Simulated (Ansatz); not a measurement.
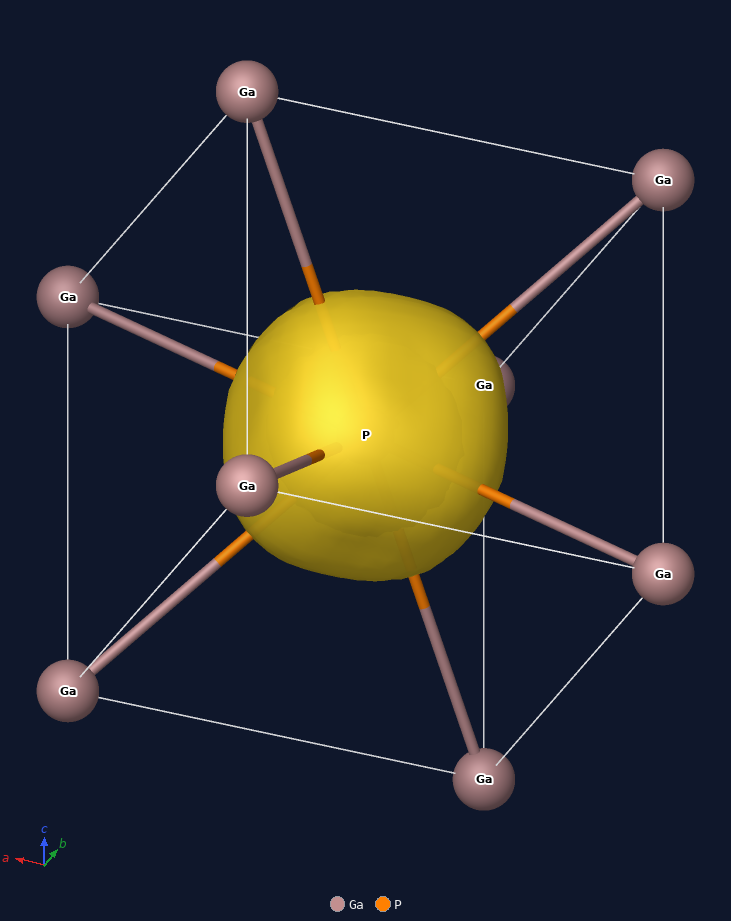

Figure 1: GaP. Isosurface of the ELF at 0.75 (yellow), seen at an oblique angle. Core shells and regions of very low density are left out. Sticks mark near contacts.

Space group Pm-3m; started from the CsCl prototype, which need not be the ambient phase.

Computed with DFT, r2SCAN, plane waves, PAW in Ansatz 0.2.0.

Core electrons are frozen (PAW), and the valence fields are smoothed inside the atomic spheres.

### What do the ELF domains correspond to?

The ELF exceeds this value in one region wrapped around P (its valence shell), counted in one cell of 2 atoms. Any copies at cell faces, edges or corners count once. Along the contacts the grid gives the following. Ga–P (2.76 Å): the ELF peaks at about 0.85 in the valence shell of P, 0.8 Å from its nucleus, and is about 0.50 at the midpoint.
